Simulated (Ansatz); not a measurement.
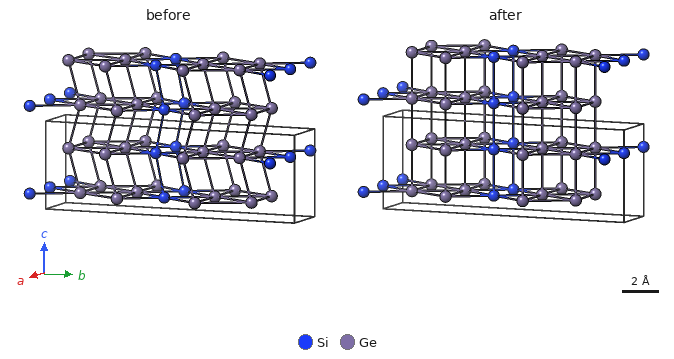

The structure of crystalline SiGe2 (a generated structure, set up in Cmcm) before (left) and after (right) a relaxation, at one scale.

A ball-and-stick model of the conventional cell (2 times the calculation's cell), repeated 2 × 1 × 2 with one cell outlined, seen slightly off an axis. Lengths and directions refer to the drawn axes.

Theory: Ansatz, DFT PBE, scalar-relativistic, plane waves, PAW. (plane-wave cutoff 420 eV; k-point mesh 14 × 14 × 8; occupations gaussian; smearing width 0.1 eV; no spin polarisation; cell and atoms relaxed; force threshold 0.01 eV/Å; at most 80 steps)

> Describe what moved and what it gained.

The energy falls by 48.3 meV per atom in 5 accepted moves (6 points after the start). Largest force component: 0.19 eV/Å at the start, 0.00052 eV/Å at the end. The pressure goes from 0.37 to 0.01 GPa. At 1 point the geometry stayed and the basis and grid were re-selected for the new cell (energy shift of less than 0.05 meV per atom at most each time). The largest moves relative to the cell, 0.40 Å, are those of Ge atoms. By element the largest moves are Ge 0.40 Å, Si 0.25 Å. Cell: a 2.896 → 2.812 Å (−2.9 %), b 15.134 → 14.646 Å (−3.2 %), c 4.967 → 5.227 Å (+5.2 %). Volume −1.1 %. Among the contacts that change: Ge–Ge 3.187 → 2.988 Å, Ge–Si 2.858 → 2.733 Å, Ge–Ge 2.896 → 2.812 Å, Si–Si 2.537 → 2.614 Å. Bond angles that change, for instance: Ge–Ge–Ge 147.8° → 180.0°, Si–Si–Si 156.4° → 180.0°, Si–Ge–Ge 76.2° → 90.0°. The space group (tolerance 0.01 Å) goes from Cmcm (No. 63) to Cmmm (No. 65).
